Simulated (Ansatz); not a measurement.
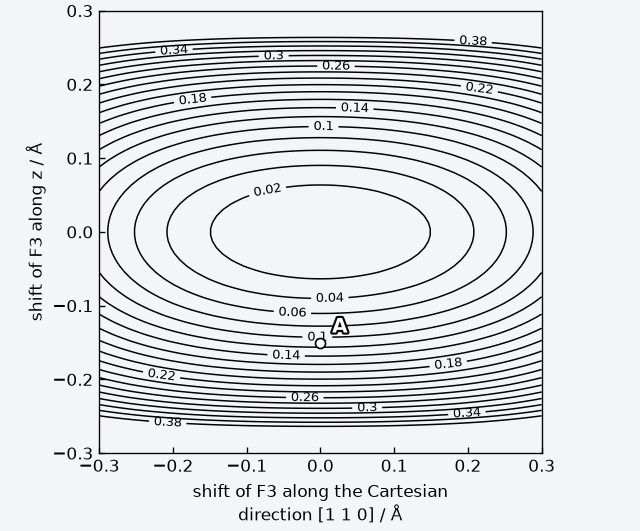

KZnF₃ (Pm-3m, No. 221; 5 atoms in the cell). Atom F3 is moved over a plane while all other atoms and the cell stay fixed (its periodic images move with it) (x, y and z along the cube axes). First axis: shift of F3 along the Cartesian direction [1 1 0]. Second axis: shift of F3 along z. The scan uses a 5 × 5 grid; 9 points were computed and 16 follow by symmetry. Points are written as (first, second). Energies: eV per cell, counted from the lowest grid point. The reference cell is the one listed in the database, not relaxed at this level. Method: DFT LDA, scalar-relativistic, plane waves, PAW (Ansatz). Settings: cutoff 420 eV, k-mesh 6×6×6, gaussian smearing 0.05 eV, no spin polarisation.

In the figure: contour lines labelled in eV (none above 0.38), the point A. Between grid points the surface is interpolated.

Is A at rest? If not, where is it pushed?

A, at (0.00 Å, −0.15 Å), is not a stationary point. The computed force is 1.6 eV/Å in the plane, pointing up in the picture (components 0.0 and 1.6 eV/Å).
